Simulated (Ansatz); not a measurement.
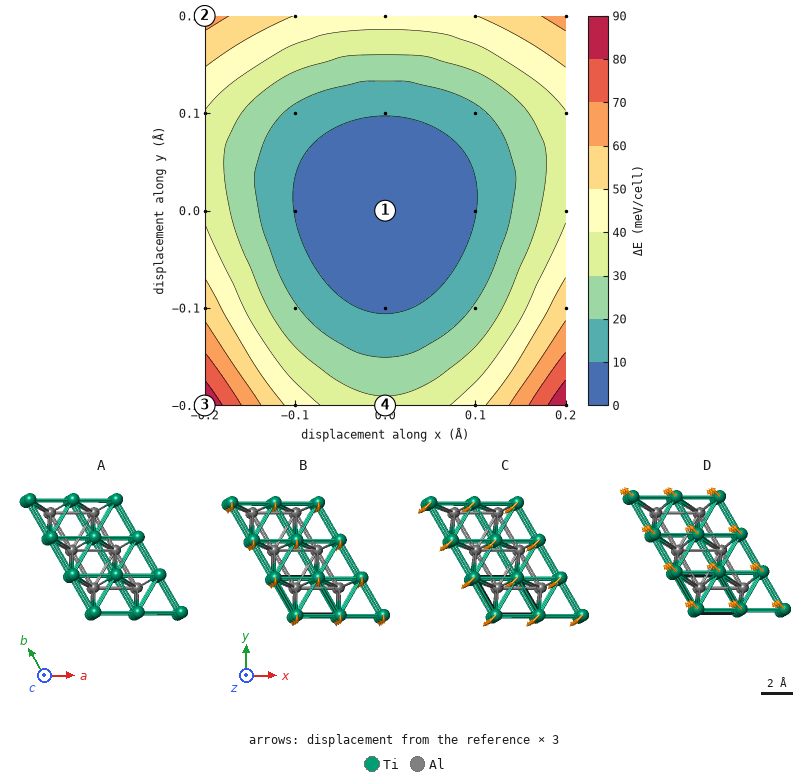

A scan of crystalline TiAl (P-6m2): the Ti atom (one in each cell of 2 atoms) is moved over the plane of the Cartesian directions x and y, all else fixed. The map is interpolated between the computed points (dots). The frames are shuffled; each belongs to one numbered point. A ball-and-stick model of the cell of the calculation, repeated 2 × 3 × 2 with one cell outlined, seen nearly along the normal of the scanned plane. Orange arrows: displacements from the reference.

Method: Ansatz, DFT PBEsol, scalar-relativistic, plane waves, PAW. (plane-wave cutoff 420 eV; k-point mesh 18 × 18 × 10; occupations gaussian; smearing width 0.15 eV; no spin polarisation). Energies (free energies at the smearing named) are counted from the cell as listed in its source, which wasn't relaxed.

Which frame belongs to which numbered point?

Answer. Point 1 is frame A, at (0.00, 0.00) and 0.0 meV/cell; 2 is frame D, at (−0.20, 0.20) and 63.9 meV/cell; 3 is frame C, at (−0.20, −0.20) and 88.8 meV/cell; 4 is frame B, at (0.00, −0.20) and 32.3 meV/cell. In pairs of (displacement along x (Å); displacement along y (Å)): the lowest computed point lies at (0.00, 0.00) (0.0 meV/cell), the highest at (−0.20, −0.20), (0.20, −0.20) (88.8 meV/cell).  Over the ranges scanned the energy rises by about as much along both axes.
